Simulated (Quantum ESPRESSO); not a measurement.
## LiCl (Fm-3m): how pressure shifts the optical phonon

Aim: the Grüneisen parameter and the pressure coefficient of an optical mode of LiCl (Fm-3m).

Program: Quantum ESPRESSO 7.5. Level of theory: DFT LDA, scalar-relativistic, plane waves, PseudoDojo norm-conserving pseudopotentials. Results are calculated unless marked as measured.

The database entry behind the starting cell differs from later determinations by our own check (0.1 to 0.3 % short, probably kX units), so it need not match the best structure at ambient conditions.

### Step 1. The relaxed structure

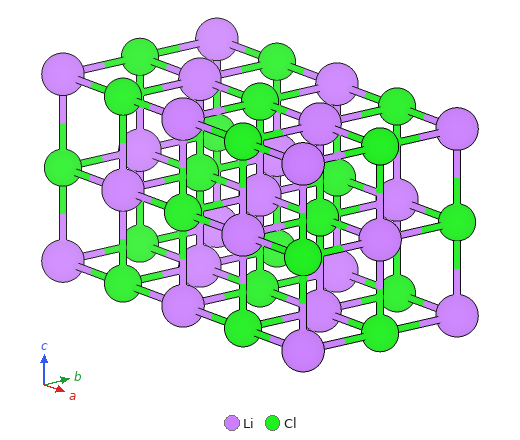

The starting structure, seen from a free direction (lithium purple, chlorine green). 2×1×1 cells are drawn. This picture shows the conventional cell, with its axes. Some periodic images of atoms are drawn too.

Coordinates:

```
Li Cl
1.0
    -2.48221    0.00000    2.48221
     0.00000    2.48221    2.48221
    -2.48221    2.48221    0.00000
Li Cl
1 1
Direct
  0.00000 0.00000 0.00000
  0.50000 0.50000 0.50000
```

This is the cell after its relaxation at this level of theory, not the database cell from which that began.

### Step 2. Runs at several volumes

The relaxed cell is scaled uniformly; in this structure symmetry fixes all atoms, so nothing has to be relaxed anew. Each volume gets a ground state and a response at Γ. The mode followed is the highest one without the macroscopic field, of symmetry T1u; longitudinal polar modes lie higher. Cutoff 81 Ry, k mesh 8×8×8.

From the response at V/V₀ = 0.97:

Log:

```text
[banners, grids, parts of the stress and lines that vanish by symmetry left out]
Program PHONON v.7.5
     Reading xml data from directory:

[...]
Exchange-correlation= PW
                           (   1   4   0   0   0   0   0)
[...]
kinetic-energy cut-off    =      81.0000  Ry
     charge density cut-off    =     324.0000  Ry
     convergence threshold     =      1.0E-18
[...]
Exchange-correlation= PW
                           (   1   4   0   0   0   0   0)
[...]
q = (   0.0000000   0.0000000   0.0000000 )
     49 Sym.Ops. (with q -> -q+G )
     G cutoff =  707.7820  (  19747 G-vectors)     FFT grid: ( 40, 40, 40)
     number of k points=    29
[...]
Mode symmetry, O_h (m-3m)  point group:
[...]
Dielectric constant
[...]
End of electric fields calculation
          Dielectric constant in cartesian axis
          (       3.235447693      -0.000000000       0.000000000 )
          (      -0.000000000       3.235447693       0.000000000 )
          (       0.000000000       0.000000000       3.235447693 )
          Effective charges (d Force / dE) in cartesian axis without acoustic sum rule applied (asr)
           atom    1  Li    Mean Z*:        1.15948
      Ex  (        1.15948       -0.00000        0.00000 )
      Ey  (        0.00000        1.15948        0.00000 )
      Ez  (        0.00000       -0.00000        1.15948 )
           atom    2  Cl    Mean Z*:       -1.16044
      Ex  (       -1.16044        0.00000        0.00000 )
      Ey  (        0.00000       -1.16044        0.00000 )
      Ez  (        0.00000        0.00000       -1.16044 )
          Effective charges Sum: Mean:       -0.00096
[...]
Effective charges (d Force / dE) in cartesian axis with asr applied:
           atom    1  Li    Mean Z*:        1.15996
[...]
atom    2  Cl    Mean Z*:       -1.15996
[...]
Representation #   1 modes #   1   2   3
[...]
End of self-consistent calculation
     Convergence has been achieved
     Representation #   2 modes #   4   5   6
[...]
End of self-consistent calculation
     Convergence has been achieved
[...]
Dielectric constant in cartesian axis
          (       3.235447693      -0.000000000       0.000000000 )
          (      -0.000000000       3.235447693       0.000000000 )
          (       0.000000000       0.000000000       3.235447693 )
          Effective charges (d Force / dE) in cartesian axis without acoustic sum rule applied (asr)
           atom    1  Li    Mean Z*:        1.15948
      Ex  (        1.15948       -0.00000        0.00000 )
      Ey  (        0.00000        1.15948        0.00000 )
      Ez  (        0.00000       -0.00000        1.15948 )
           atom    2  Cl    Mean Z*:       -1.16044
      Ex  (       -1.16044        0.00000        0.00000 )
      Ey  (        0.00000       -1.16044        0.00000 )
      Ez  (        0.00000        0.00000       -1.16044 )
          Effective charges Sum: Mean:       -0.00096
[...]
Effective charges (d Force / dE) in cartesian axis with asr applied:
           atom    1  Li    Mean Z*:        1.15996
[...]
atom    2  Cl    Mean Z*:       -1.15996
[...]
q = (    0.000000000   0.000000000   0.000000000 )
[...]
freq (    1) =      -0.030815 [THz] =      -1.027874 [cm-1]
     freq (    2) =      -0.030815 [THz] =      -1.027874 [cm-1]
     freq (    3) =      -0.030815 [THz] =      -1.027874 [cm-1]
     freq (    4) =       7.478423 [THz] =     249.453341 [cm-1]
     freq (    5) =       7.478423 [THz] =     249.453341 [cm-1]
     freq (    6) =       7.478423 [THz] =     249.453341 [cm-1]
[...]
Mode symmetry, O_h (m-3m)  point group:
     freq (   1-   3) =         -1.0  [cm-1]   --> T_1u G_15  G_4- I
     freq (   4-   6) =        249.5  [cm-1]   --> T_1u G_15  G_4- I

   JOB DONE.
```

One volume, V/V₀ = 1, is held back as a test.

```tsv
V/V₀	volume (Å³/atom)	pressure (GPa)	ω (cm⁻¹)
0.97	14.835	1.33	249.45
1	15.294	0.00	held back
1.03	15.753	-1.14	208.24
```

### Step 3. The fit

The mode Grüneisen parameter is γ = −d ln ω / d ln V.

```tsv
ln(V/V₀)	ln ω
-0.0305	5.5193
0.0296	5.3387
```

A straight line through these points has the slope -3.009, so γ = 3.01; at V/V₀ = 1 it predicts ω = exp(5.4276 + 0.0000) = 227.61 cm⁻¹.

A parabola of pressure against ln V through V/V₀ = 0.97, 1 and 1.03 gives the bulk modulus B = −dP/d ln V = 41 GPa at V₀. With ω₀ from the fitted line the pressure coefficient follows as dω/dP = γ ω₀ / B = 3.01 × 227.6 / 41 = 16.7 cm⁻¹/GPa.

### Step 4. The run that was held back

Log:

```text
[banners, grids, parts of the stress and lines that vanish by symmetry left out]
[banner, memory and clock lines left out]
Program PHONON v.7.5

[...]
Exchange-correlation= PW
                           (   1   4   0   0   0   0   0)
[...]
(   8 q-points):
[...]
kinetic-energy cut-off    =      81.0000  Ry
     charge density cut-off    =     324.0000  Ry
     convergence threshold     =      1.0E-18
[...]
Exchange-correlation= PW
                           (   1   4   0   0   0   0   0)
[...]
q = (   0.0000000   0.0000000   0.0000000 )
     49 Sym.Ops. (with q -> -q+G )
     G cutoff =  722.3012  (  20179 G-vectors)     FFT grid: ( 40, 40, 40)
     number of k points=    29
[...]
Mode symmetry, O_h (m-3m)  point group:
[...]
Dielectric constant
[...]
End of electric fields calculation
          Dielectric constant in cartesian axis
          (       3.189027532       0.000000000      -0.000000000 )
          (       0.000000000       3.189027532       0.000000000 )
          (      -0.000000000       0.000000000       3.189027532 )
          Effective charges (d Force / dE) in cartesian axis without acoustic sum rule applied (asr)
           atom    1  Li    Mean Z*:        1.16591
      Ex  (        1.16591       -0.00000        0.00000 )
      Ey  (       -0.00000        1.16591        0.00000 )
      Ez  (        0.00000        0.00000        1.16591 )
           atom    2  Cl    Mean Z*:       -1.16681
      Ex  (       -1.16681        0.00000        0.00000 )
      Ey  (        0.00000       -1.16681       -0.00000 )
[...]
Convergence has been achieved
[...]
Convergence has been achieved
[...]
Convergence has been achieved
[...]
q = (    0.000000000  -1.000000000   0.000000000 )
[...]
freq (    5) =       7.255273 [THz] =     242.009842 [cm-1]
     freq (    6) =       7.963074 [THz] =     265.619558 [cm-1]
[...]
Mode symmetry, D_4h(4/mmm) point group:
     freq (   1-   2) =        128.4  [cm-1]   --> E_u  X_5' M_5'
     freq (   3-   3) =        193.0  [cm-1]   --> A_2u X_4' M_4'
     freq (   4-   5) =        242.0  [cm-1]   --> E_u  X_5' M_5'
     freq (   6-   6) =        265.6  [cm-1]   --> A_2u X_4' M_4'
[...]
Mode symmetry, D_2d (-42m) point group:
[...]
Representation #   1 mode #   1
[...]
Convergence has been achieved
     Representation #   2 mode #   2
[...]
Convergence has been achieved
     Representation #   3 modes #   3   4
[...]
End of self-consistent calculation
     Convergence has been achieved
     Representation #   4 modes #   5   6
[...]
End of self-consistent calculation
     Convergence has been achieved
[...]
q = (   -0.500000000  -1.000000000   0.000000000 )
[...]
freq (    1) =       4.913647 [THz] =     163.901621 [cm-1]
     freq (    2) =       5.085494 [THz] =     169.633824 [cm-1]
     freq (    3) =       5.085494 [THz] =     169.633824 [cm-1]
     freq (    4) =       7.666202 [THz] =     255.716974 [cm-1]
     freq (    5) =       7.666202 [THz] =     255.716974 [cm-1]
     freq (    6) =       8.263014 [THz] =     275.624486 [cm-1]
[...]
Mode symmetry, D_2d (-42m) point group:
     freq (   1-   1) =        163.9  [cm-1]   --> A_1  X_1  W_1
     freq (   2-   3) =        169.6  [cm-1]   --> E    X_5  W_3
     freq (   4-   5) =        255.7  [cm-1]   --> E    X_5  W_3
     freq (   6-   6) =        275.6  [cm-1]   --> B_2  X_3  W_2
```

It gives 228.59 cm⁻¹ against the predicted 227.61 cm⁻¹, a miss of 1.0 cm⁻¹.

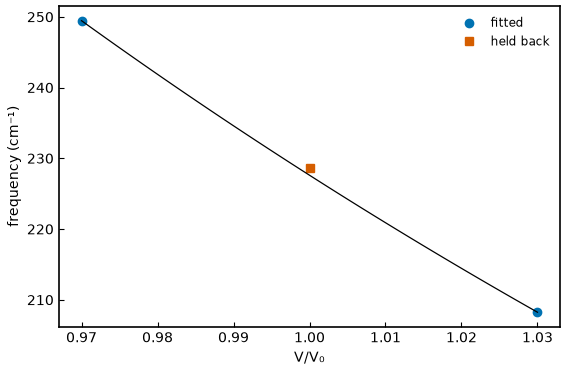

Frequency against volume, with the power-law fit.

### Step 5. What came out

| Property | Result |
| --- | --- |
| mode Grüneisen parameter | 3.009 |
| bulk modulus | 41.0 GPa |
| pressure coefficient | 16.7 cm⁻¹/GPa |

**Reading.** The highest optical mode of LiCl (Fm-3m) without the LO-TO term stiffens by 16.7 cm⁻¹ a GPa near the relaxed volume, with γ = 3.01. The power law meets all 3 runs within 0.44 %; between neighbouring volumes γ runs from 2.87 to 3.15. Such a coefficient turns a measured shift of this mode into a hydrostatic stress; uniaxial or biaxial stress splits the mode and needs deformation potentials. These are harmonic values at zero temperature for the structure held cubic, which a run at Γ can't show to be stable; the bulk modulus rests on three points.

[Host names and launcher messages were left out of these logs when they were recorded.]

[Logs are printed without paths, hosts, clocks, repeated set-up lines and the standing remarks that a program may print on its own settings, such as how far it seeks lower states.]

[Hosts, paths, dates, database ids (printed as entryN), source tags and the programs' standing remarks are cut or masked in the printed files.]
